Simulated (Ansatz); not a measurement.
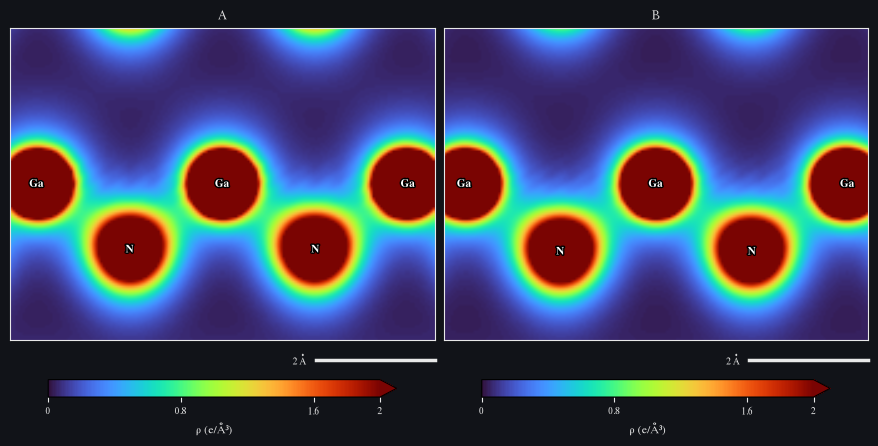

GaN. The valence electron density of two cells that differ in size, on the (11̄0) plane of each (indices in the axes of the calculation cell), at one length scale and on one colour scale; one has 10.7 and the other 11.8 Å³ an atom.

These are results of DFT PBE, scalar-relativistic, plane waves, PAW in Ansatz 0.2.0, not measurements.

The density is the valence pseudo-density of a PAW calculation; it isn't the true density close to the nuclei.

Which is the denser cell? Describe the effect of the change.

Answer. Panel A is the smaller cell, by 9 % in volume. From the larger cell to the smaller, Ga–N goes from 1.97 to 1.91 Å, and the density at its midpoint from 0.72 to 0.8 e/Å³; the pressure goes from 0.0 to 20 GPa; the Kohn–Sham gap goes from 1.5 eV to 2.1 eV.
